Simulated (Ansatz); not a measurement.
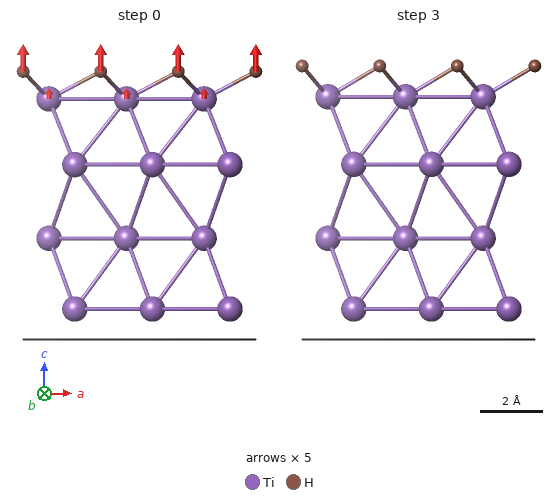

The structure of a slab of composition Ti4H (cut from the P6_3/mmc phase) before (left) and after (right) a constrained relaxation, at one scale. The red arrows give the displacements, 5 times their true length.

The picture is a ball-and-stick view of the 3 × 2 repeat of the cell, outlined in the plane, without the vacuum, seen along the b axis.

Case: H put at a hollow Ti-Ti-Ti site. The slab is the (0 0 1) face of Ti with H on it. 2 atoms are held fixed.

All numbers below come from DFT r2SCAN, scalar-relativistic, plane waves, PAW (Ansatz). Set-up: plane-wave cutoff 500 eV; k-point mesh 12 × 12 × 1; occupations gaussian; smearing width 0.1 eV; no spin polarisation; dipole correction; atoms relaxed in a fixed cell; force threshold 0.03 eV/Å; at most 70 steps.

Q: Describe what moved and what it gained.

A: The largest move is that of the H atom, 0.18 Å along the normal (+c). Largest moves by element: H 0.18 Å, Ti 0.07 Å. The cell stays as it was. Among the contacts that change: H–Ti 1.919 → 1.973 Å, Ti–Ti 2.741 → 2.789 Å, Ti–Ti 2.949 → 2.957 Å. Among the angles between lasting bonds that change: Ti–H–Ti 99.8° → 96.1°. After 2 accepted moves (3 points after the start) the energy has fallen by 37.4 meV per cell of the calculation. The largest force component goes from 0.45 to 0.017 eV/Å. 1 step only repeated the SCF at the same geometry.

Limits of the set-up: the periodic images lie only 2.9 Å apart, so the values are limited by the cell's size.
